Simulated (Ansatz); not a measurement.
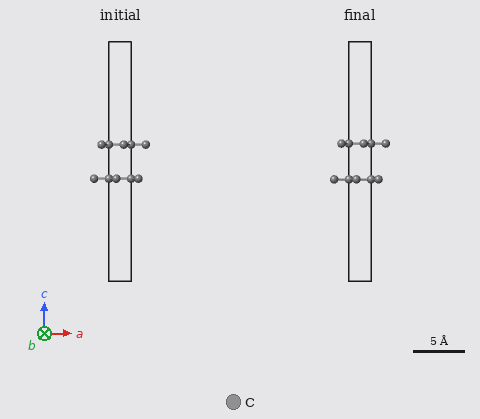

The structure of crystalline C (set up in C2/m) before (left) and after (right) a relaxation, at one scale.

The picture is a ball-and-stick view of the cell of the calculation, seen along the b axis.

Case: uniaxial strain along a of +4.0 %; b, c and atoms relaxed.

The calculation used DFT PBE+D3(BJ), scalar-relativistic, plane waves, PAW in Ansatz 0.2.0. (plane-wave cutoff 420 eV; k-point mesh 24 × 24 × 4; occupations gaussian; smearing width 0.1 eV; no spin polarisation; cell relaxed at fixed a, angles; force threshold 0.008 eV/Å; at most 40 steps)

Q: Describe what moved and what it gained.

A: The run was cut off at its time limit before the relaxation converged, so the last structure is only a point on the way. Over 1 geometry step the energy falls by 0.4 meV per atom. The largest force component goes from 0.44 to 0.25 eV/Å. Pressure: −3.12 GPa at the start and −3.38 GPa at the end. The largest moves relative to the cell, 0.084 Å, are those of C atoms. The volume changes by +0.3 %, with a unchanged at 2.564 Å, b 2.472 → 2.476 Å (+0.2 %), c 23.683 → 23.722 Å (+0.2 %). Some distances before and after: C–C 1.409 → 1.415 Å. The space group stays C2/m (No. 12).
